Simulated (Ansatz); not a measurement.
# BeS: what the fields show

Input

```
crystal:
  lattice:
    - [0.0, 2.39816698204, 2.39816698204]
    - [2.39816698204, 0.0, 2.39816698204]
    - [2.39816698204, 2.39816698204, 0.0]
  atoms:
    - { symbol: Be, position: [0.0, 0.0, 0.0] }
    - { symbol: S, position: [0.75, 0.75, 0.75] }
kpoints:
  mp_grid: { grid: [10, 10, 10] }
scf:
  occupations: { method: fixed }
hamiltonian:
  xc: lda
  pseudopotentials: { kind: paw }
relax:
  f_tol: 0.002
  max_steps: 80
  cell: { p_target: 10 }
output:
  forces: true
  stress: true
  write_density: true
  write_potential: true
  elf: true
  volumetric_format: npy
```

Launched as:

```sh
ansatz run input.yaml --threads 1 --pin off --max-ram 3072MiB --backend cpu --events-out ev --progress --plain --runs-dir out
```

Below, planes, directions and counts refer to the conventional cell (a = 4.66 Å, b = 4.66 Å, c = 4.66 Å, α = 90.00°, β = 90.00°, γ = 90.00°).

The fields are those of the run's last geometry, not of the input's.

Space group F-43m; computed pressure about 10 GPa in this cell.

Level of theory: DFT, LDA, PAW with Ansatz's default frozen-core files, scalar-relativistic; relaxation of cell and atoms (Ansatz).

In a PAW calculation such maps are meaningful between the atoms, not at the nuclei.

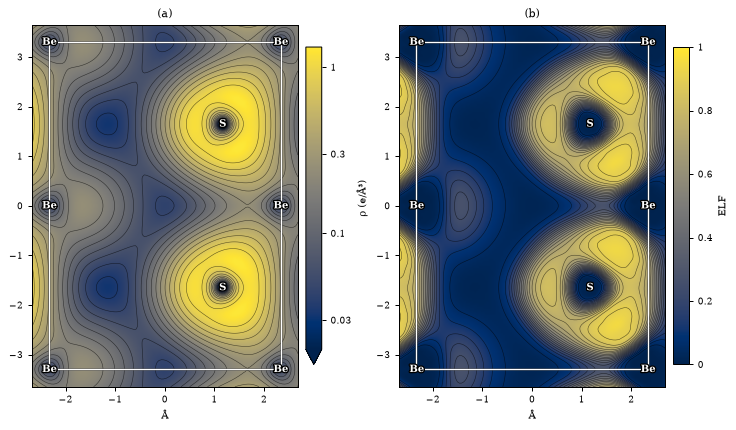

Figure 1. (a) valence pseudo-density; (b) electron localisation function on the (011) plane of the conventional cell.

**Interpret the plot.**

- Atoms in the plane: Be and S.
- Be–S (2.02 Å): ρ at the midpoint is about 0.76 e/Å³; the ELF peaks at about 0.95 between the atoms: a polar covalent bond.
- Between the atoms the lowest density in this plane is 0.03 e/Å³.

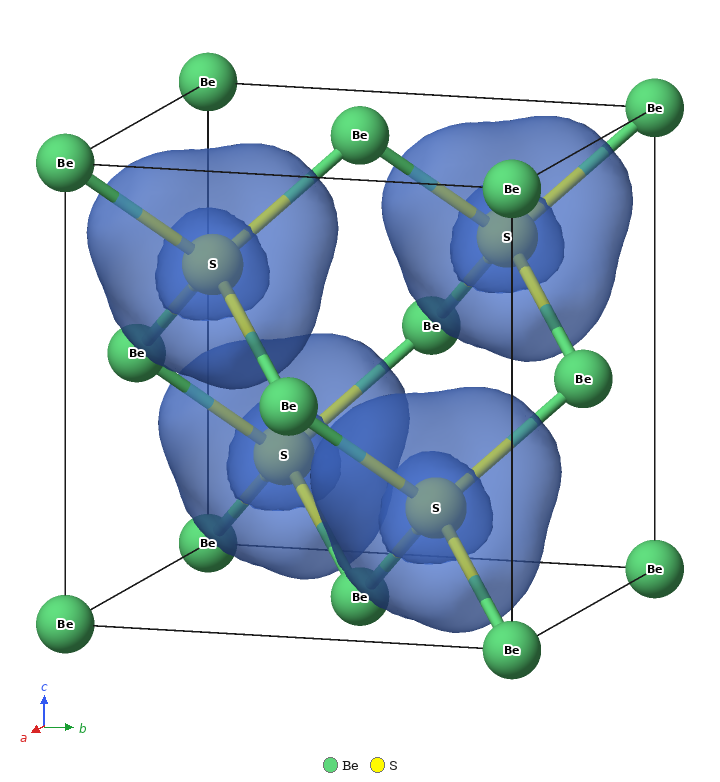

Figure 2. Isosurface of the electron localisation function at 0.7 (blue), seen slightly off an axis. Only the valence region is drawn (cores and ρ < 0.01 e/Å³ removed). Sticks mark near contacts.

**Where are the electrons localised?**

The ELF exceeds this value in four regions wrapped around S (the valence shell of each), counted in one cell of 8 atoms. Any copies at cell faces, edges or corners count once.

**Metal or insulator at this level of theory?**

It is gapped, with a Kohn–Sham gap of 2.6 eV on the k-point mesh (the band edges may lie off the mesh, which would make the gap smaller).
